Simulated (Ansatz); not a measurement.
```yaml
crystal:
  lattice:
    - [7.78740, 0.00000, 0.00000]
    - [-3.89370, 6.74408, 0.00000]
    - [0.00000, 0.00000, 18.94071]
  atoms:
    - { symbol: P, position: [0.00000, 0.00000, 0.21119] }
    - { symbol: P, position: [0.00000, 0.50000, 0.21119] }
    - { symbol: P, position: [0.50000, 0.00000, 0.21119] }
    - { symbol: P, position: [0.50000, 0.50000, 0.21119] }
    - { symbol: Al, position: [0.16667, 0.33333, 0.25315] }
    - { symbol: Al, position: [0.16667, 0.83333, 0.25315] }
    - { symbol: Al, position: [0.66667, 0.33333, 0.25315] }
    - { symbol: Al, position: [0.66667, 0.83333, 0.25315] }
    - { symbol: P, position: [0.16667, 0.33333, 0.39284] }
    - { symbol: P, position: [0.16667, 0.83333, 0.39284] }
    - { symbol: P, position: [0.66667, 0.33333, 0.39284] }
    - { symbol: P, position: [0.66667, 0.83333, 0.39284] }
    - { symbol: Al, position: [0.33333, 0.16667, 0.35929] }
    - { symbol: Al, position: [0.33333, 0.66667, 0.35929] }
    - { symbol: Al, position: [0.83333, 0.16667, 0.35929] }
    - { symbol: Al, position: [0.83333, 0.66667, 0.35929] }
    - { symbol: H, position: [0.16667, 0.58333, 0.43207] }
```

Not relaxed (largest force 0.5 eV/Å); PAW files of the earlier set (soft_1); the program warned that a starting moment wasn't kept; spin-polarised, but the moments vanished.

These are results of DFT PBE, scalar-relativistic, plane waves, PAW (Ansatz 0.2.0), not measurements.

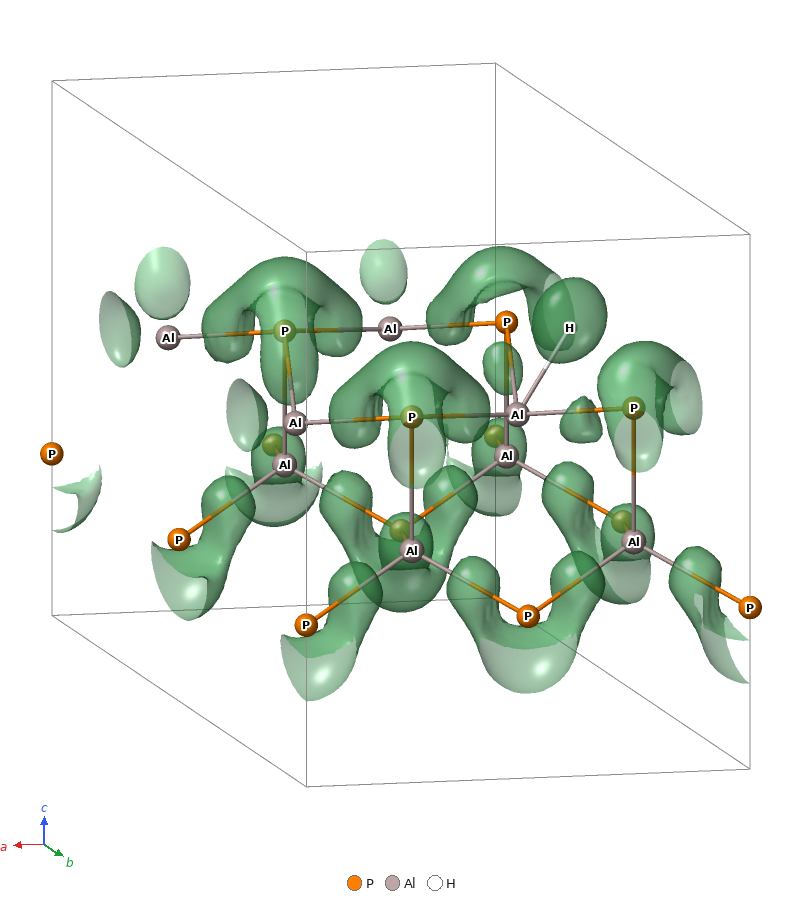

Al$_{8}$P$_{8}$H (slab). Isosurface of the ELF at 0.85 (green), seen at an oblique angle. Only the valence region is drawn (cores and ρ < 0.01 e/Å³ removed). Sticks mark near contacts.

Core electrons are frozen (PAW), and the valence fields are smoothed inside the atomic spheres.

Identify the bonds, lone pairs and shells in this picture.

Answer. The surface consists of two regions between bonded Al–P atoms, one region around a hydrogen nucleus and eight regions on P in which the atom's valence shell and bonds are merged, counted in one cell of 17 atoms. Counts are for one cell; the picture repeats the cell along the surface. Along the contacts the grid gives the following. Al–H (1.78 Å): the ELF climbs to about 1 towards the hydrogen. Al–P (2.34 Å): the ELF peaks at about 0.90 between the atoms.
